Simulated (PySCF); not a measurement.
## Energy of Sn along an even scaling of the cell

System: Sn (1 atom in the cell).
Method: Kohn-Sham DFT of a periodic cell in Gaussian orbitals, PBEsol, DZVP-MOLOPT-SR/GTH-PBE, no spin polarisation (PySCF 2.14.0).

The 7 runs differ only in the geometry, by an even scaling of the cell at fixed fractional positions. The structure derives from a Materials Project entry.

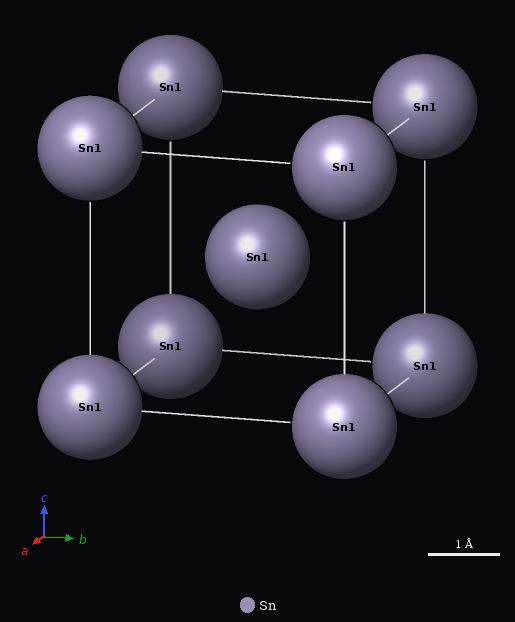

Figure 1. The structure of run 4 (spheres-only view of the cell 2 times as large as that of the calculation, set on its symmetry axes, seen slightly off an axis; atoms are numbered from 1 in the order of the input).

## Input of run 4
```python
import json
import numpy as np
from pyscf.pbc import gto, scf, dft, df

cell = gto.Cell()
cell.a = '''
 -1.8946518192    1.8946518192    1.8946518192
  1.8946518192   -1.8946518192    1.8946518192
  1.8946518192    1.8946518192   -1.8946518192'''
cell.atom = '''
Sn   0.0000000000    0.0000000000    0.0000000000'''
cell.unit = 'A'
cell.basis = 'DZVP-MOLOPT-SR-GTH-q4'
cell.pseudo = 'GTH-PBE-q4'
cell.ke_cutoff = 50  # hartree
cell.exp_to_discard = 0.02
cell.precision = 1e-08
cell.space_group_symmetry = True
cell.symmorphic = False
cell.max_memory = 2940  # MB
cell.verbose = 4
cell.build()

res = {}
kpts = cell.make_kpts([10, 10, 10], space_group_symmetry=True, time_reversal_symmetry=True)
cell.space_group_symmetry = False  # the mesh holds the operations; no search on the supercells of the integral code
mf = dft.KRKS(cell, kpts, xc='pbesol')
mf = mf.multigrid_numint()
mf = mf.smearing(sigma=0.00183747, method='fermi')  # hartree
mf.conv_tol = 1e-07
mf.max_cycle = 60

mf.kernel()
res.update(converged=bool(mf.converged), e_tot=mf.e_tot, nelec=cell.nelectron, nao=cell.nao, mesh=list(map(int, cell.mesh)), a=cell.lattice_vectors().tolist(), coords=cell.atom_coords().tolist(),
           mo_energy=[np.real(x).tolist() for x in mf.mo_energy], mo_occ=[np.real(x).tolist() for x in mf.mo_occ])
res.update(e_free=mf.e_free, e_zero=mf.e_zero)
res.update(kpts=kpts.kpts_scaled_ibz.tolist(), weights=kpts.weights_ibz.tolist())
res['parts'] = {k: float(np.real(v)) for k, v in mf.scf_summary.items() if np.isscalar(v)}
json.dump(res, open('results.json', 'w'))
if not mf.converged:
    raise SystemExit('SCF not converged')

print('levels (eV)')
for i, kp in enumerate(res['kpts'][:40]):
    print('k %7.4f %7.4f %7.4f  ' % tuple(kp), ' '.join('%.3f' % (x * 27.211386) for x in res['mo_energy'][i][:7]))

mf = mf.to_khf()  # unfold to the whole mesh
kpts = mf.kpts
# Mulliken populations
dm, s = np.asarray(mf.make_rdm1()), np.asarray(mf.get_ovlp())
sites = cell.aoslice_by_atom()[:, 2:]
tot = np.einsum('kij,kji->i', dm, s).real / len(kpts)
res['mulliken'] = [cell.atom_charge(i) - tot[a0:a1].sum() for i, (a0, a1) in enumerate(sites)]
print('Mulliken charges', np.round(res['mulliken'], 5))

# density of states, Gaussians of 0.15 eV
e = np.asarray(mf.mo_energy).real.reshape(1, -1) * 27.211386
ef = mf.get_fermi()
ef = np.max(ef) * 27.211386
x = np.arange(-15, 10.01, 0.1) + round(ef, 1)
dos = np.exp(-((x[:, None, None] - e) / 0.15) ** 2 / 2).sum(-1).T / (0.15 * np.sqrt(2 * np.pi) * len(kpts)) * 2
res.update(dos_e=x.tolist(), dos=dos.tolist())
for a, b in zip(x[::5], dos.T[::5]):
    print('%8.2f' % a, ' '.join('%9.4f' % y for y in b))

# density on a uniform mesh
grids = dft.gen_grid.UniformGrids(cell)
grids.mesh = [19, 19, 19]
grids.build()
ni = dft.numint.KNumInt()
rho = [ni.get_rho(cell, x, grids, kpts) for x in [dm]]
np.save('rho.npy', np.reshape(rho, (-1, *grids.mesh)))
res['done'] = True
json.dump(res, open('results.json', 'w'))
```

Command:
```bash
OMP_NUM_THREADS=2 python -u run.py > log
```

Lattice vectors (Å) and fractional positions of run 4:
```
  -1.894652    1.894652    1.894652
   1.894652   -1.894652    1.894652
   1.894652    1.894652   -1.894652
Sn  0.000000  0.000000  0.000000
```

Run 2 has the same physical settings and fractional positions; its lattice vectors (Å) are:
```
  -1.869045    1.869045    1.869045
   1.869045   -1.869045    1.869045
   1.869045    1.869045   -1.869045
```

## Results, with one run withheld

| run | volume per atom (Å³) | free energy per atom, from the lowest run given (meV) |
| --- | --- | --- |
| 1 | 25.573 | 33.27 |
| 2 | 26.117 | ? |
| 3 | 26.661 | 8.60 |
| 4 | 27.205 | 2.54 |
| 5 | 27.749 | 0.00 |
| 6 | 28.293 | 0.61 |
| 7 | 28.837 | 4.06 |

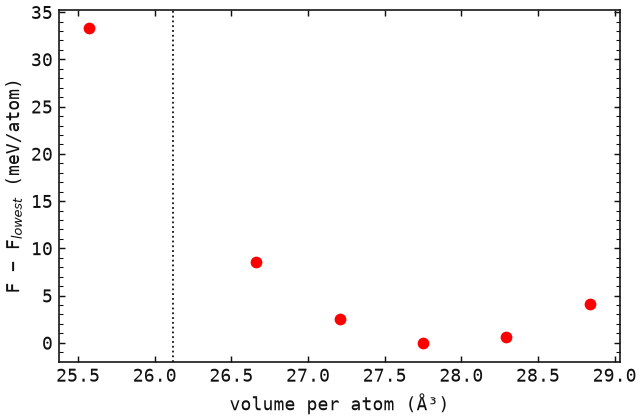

Figure 2. Free energy per atom of the runs given; the dotted line marks run 2.

What should run 2 give?

A cubic polynomial in V^(−2/3) (the Birch–Murnaghan form), fitted to the 6 runs given, misses them by at most 0.01 meV per atom. With x = V^(−2/3) − 0.11016 Å⁻², it reads F = 1.5201 + 2261.6 x + 7.7988e+05 x² + 3.6485e+06 x³ (meV per atom). At run 2 it gives 18.69 meV per atom, and the run itself gives 18.66. The fit has its minimum at 27.905 Å³ per atom, where V d²F/dV² gives 46.1 GPa: the bulk modulus at this level, since symmetry fixes the shape and the positions.

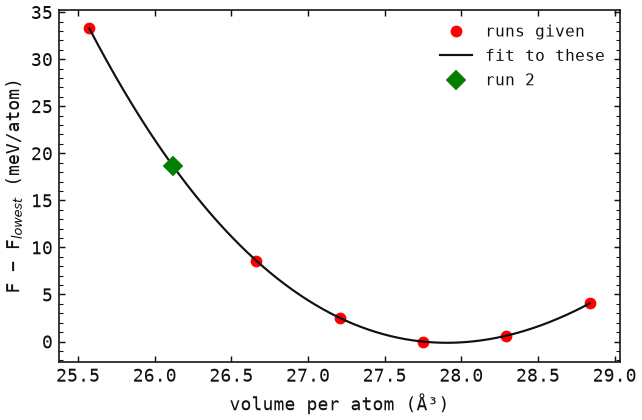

Figure 3. The fit and the withheld run.

## Output, shortened to warnings, some set-up lines, iterations and results (run 2)
```
k-points in IBZ                         weights
[...]
cycle= 1 E= -3.48155858017822  delta_E= -0.0372  |g|= 0.0549  |ddm|= 10.5
cycle= 2 E= -3.48161070332943  delta_E= -5.21e-05  |g|= 0.00325  |ddm|= 0.548
cycle= 3 E= -3.48161157997121  delta_E= -8.77e-07  |g|= 9.35e-06  |ddm|= 0.0286
cycle= 4 E= -3.48161157815476  delta_E= 1.82e-09  |g|= 2.09e-08  |ddm|= 9.56e-05
    sigma = 0.00183747  Optimized mu = 0.259550543423  entropy = 0.121878145769
nelec by numeric integration = 4.000000000000003
    Total E(T) = -3.4816115781516  Free energy = -3.48183552558811  E0 = -3.48172355186986
Extra cycle  E= -3.4816115781516  delta_E= 3.16e-12  |g|= 9.95e-10  |ddm|= 1.32e-07
converged SCF energy = -3.4816115781516
levels (eV)
k  0.0000  0.0000  0.0000   -4.292 15.718 15.718 15.718 20.288 20.288 20.288
k  0.5000  0.5000 -0.0000   0.607 2.345 11.050 13.554 15.734 15.985 27.748
k  0.5000  0.5000  0.5000   4.924 6.620 6.620 6.620 10.854 10.854 32.166
k  0.6000  0.4000  0.0000   -0.767 4.176 11.309 13.732 15.999 16.282 26.931
k  0.6000  0.5000  0.5000   3.833 5.754 6.871 7.719 11.589 12.267 29.371
k  0.6000  0.6000  0.4000   2.650 7.121 7.121 7.207 11.311 14.184 29.587
k  0.7000  0.3000 -0.0000   -2.305 7.085 12.073 14.224 16.806 17.224 25.352
k  0.7000  0.5000  0.4000   2.696 5.436 6.246 9.458 12.754 14.566 25.363
k  0.7000  0.5000  0.5000   2.471 4.387 7.607 9.090 13.797 15.377 24.553
k  0.7000  0.6000  0.4000   1.202 6.041 7.857 9.025 12.762 17.390 24.856
k  0.7000  0.7000  0.3000   -0.298 8.555 8.594 8.594 12.785 20.551 25.551
k  0.7000  0.7000  0.6000   1.348 4.154 5.240 11.526 19.191 21.560 23.801
k  0.8000  0.2000  0.0000   -3.421 10.447 13.285 14.891 18.116 18.898 23.609
k  0.8000  0.4000  0.4000   2.436 4.878 4.878 11.831 15.913 15.913 20.928
k  0.8000  0.5000  0.4000   1.512 4.458 6.856 11.203 15.199 18.091 21.140
k  0.8000  0.5000  0.5000   1.444 3.278 8.770 10.495 16.678 19.615 20.309
k  0.8000  0.6000  0.3000   -0.087 6.518 7.701 11.036 14.297 20.325 22.017
k  0.8000  0.6000  0.4000   0.117 5.040 9.021 10.636 15.743 20.600 20.844
k  0.8000  0.6000  0.6000   1.170 3.081 7.134 11.746 17.993 21.185 24.978
k  0.8000  0.7000  0.3000   -1.409 7.839 9.762 10.908 14.881 21.466 22.727
k  0.8000  0.7000  0.5000   -0.120 4.743 7.455 11.965 18.160 20.622 25.125
k  0.8000  0.8000  0.2000   -2.527 10.796 10.942 10.942 15.662 22.473 23.240
k  0.8000  0.8000  0.4000   -1.636 7.060 8.715 12.606 18.348 19.891 24.842
k  0.8000  0.8000  0.7000   1.864 4.328 5.887 6.738 25.091 25.655 28.370
k  0.8000  0.8000  0.8000   0.865 4.939 6.964 6.964 24.356 24.356 27.950
k  0.9000  0.1000 -0.0000   -4.079 13.888 14.774 15.481 19.582 20.513 21.790
k  0.9000  0.4000  0.4000   1.725 3.773 5.661 13.133 17.453 19.026 20.153
k  0.9000  0.5000  0.3000   0.519 4.986 6.333 13.097 17.531 17.796 22.222
k  0.9000  0.5000  0.4000   0.671 3.601 8.175 12.571 16.798 19.091 22.401
k  0.9000  0.5000  0.5000   0.818 2.581 10.181 12.185 17.154 17.324 24.601
k  0.9000  0.6000  0.3000   -0.970 6.077 8.720 12.826 16.992 18.383 23.319
[...]
```

Notes on the run: Occupied band above Fermi level:.
